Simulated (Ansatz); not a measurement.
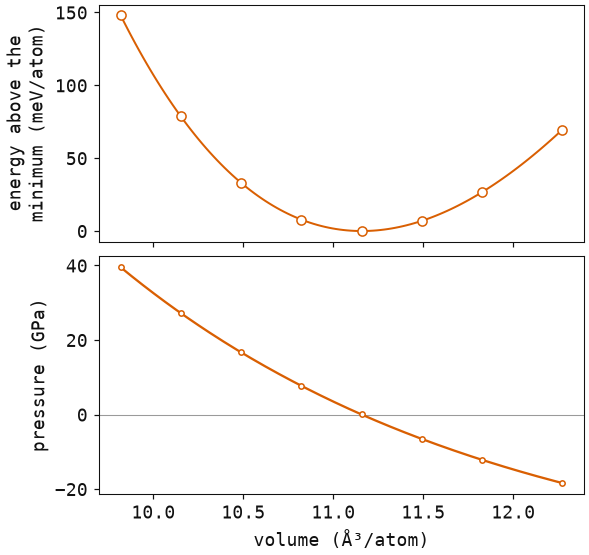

**Figure.** Energy above the minimum and pressure against volume for ZrO₂, space group Fm-3m (No. 225).

A third-order Birch–Murnaghan fit gives V0 = 11.16 Å³/atom, B0 = 236 GPa and B′ = 4.2. The energy above the minimum is 147.9 meV/atom at volume 9.818 Å³/atom and 69.6 meV/atom at 12.273 Å³/atom; the lowest computed point is at volume 11.157 Å³/atom (−0.1 meV/atom). The pressure falls from 39.52 GPa at volume 9.818 Å³/atom to −18.40 GPa at 12.273 Å³/atom, and changes sign near 11.16 Å³/atom.

Calculation (Ansatz 0.2.0): third-order Birch-Murnaghan fit to density functional energies at scaled volumes of the given relaxed cell, shape and atoms relaxed at each volume; energies count from the fitted minimum; plane waves with PAW datasets, Γ-centred k mesh. Level: PBE, no spin polarisation.

```
       setting     value
   wave cutoff    420 eV
        k mesh     8×8×8
   occupations  Gaussian
smearing width   0.02 eV
```

Cell as given: a = 3.617 Å, b = 3.617 Å, c = 3.617 Å, α = 60.00°, β = 60.00°, γ = 60.00°; 3 atoms.
